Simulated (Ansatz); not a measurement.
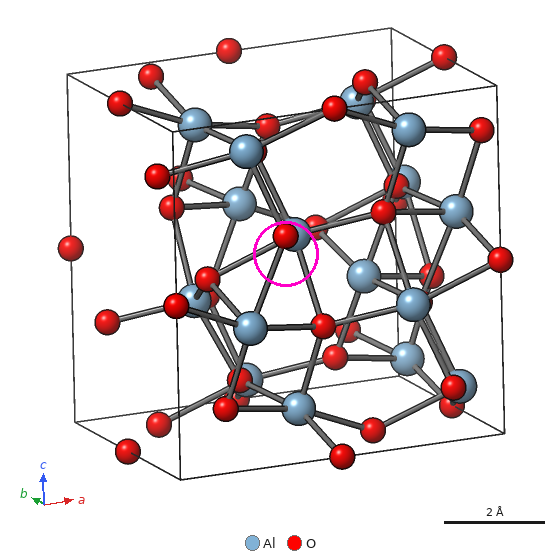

View slightly off an axis, drawn as a ball-and-stick model. The parallelepiped is the supercell. The host is Al$_{2}$O$_{3}$, in a cell of 40 sites, and the cell carries a charge of +1. A ring marks the defect's site.

### How does this supercell depart from the perfect host?

An oxygen vacancy. Around the empty site lie four Al at about 2.0 to 2.1 Å.

Theory: Ansatz, DFT PBE, scalar-relativistic, plane waves, PAW. Numerical settings: E_cut = 420 eV, a 2×2×2 sampling of the Brillouin zone, Gaussian smearing of 0.02 eV, collinear spins.

### Is there a net spin in the supercell?

Yes, 1.0 μB in the cell.

The atoms were relaxed in the host's cell with DFT PBE, scalar-relativistic, plane waves, PAW in Ansatz 0.2.0.
